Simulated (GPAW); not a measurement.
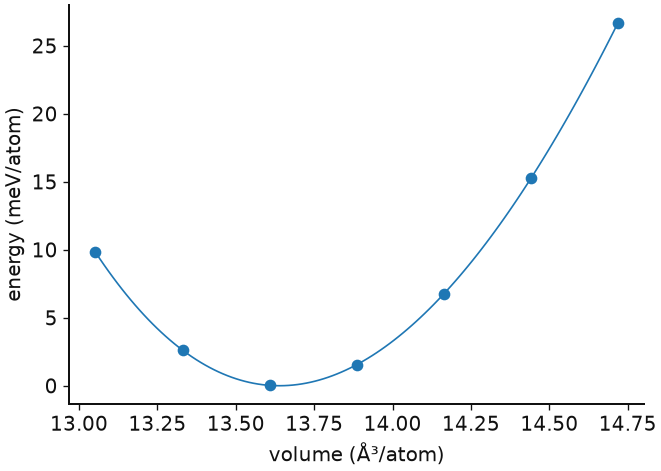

Plotted: energy against volume.

Calculation (GPAW 26.7.0): PAW DFT in plane waves, on a grid or in atomic orbitals, no spin polarisation; energies at scaled volumes of the given cell, shape and fractions fixed, counted from the fit's minimum, third-order Birch-Murnaghan fit. Level: PBEsol.

Question: For which of these solids was it computed?
A. Na₂S, Fm-3m (No. 225)
B. AgBr, Fm-3m (No. 225)
C. CaO, Fm-3m (No. 225)

Answer: C, CaO: energy from 0.02 meV/atom to 26.67 meV/atom, V0 13.64 Å³/atom, B0 115 GPa. The others give: Na₂S, energy from 0.01 meV/atom to 11.61 meV/atom, V0 22.98 Å³/atom, B0 29.8 GPa; AgBr, energy from 0.34 meV/atom to 26.27 meV/atom, V0 22.95 Å³/atom, B0 52.2 GPa.
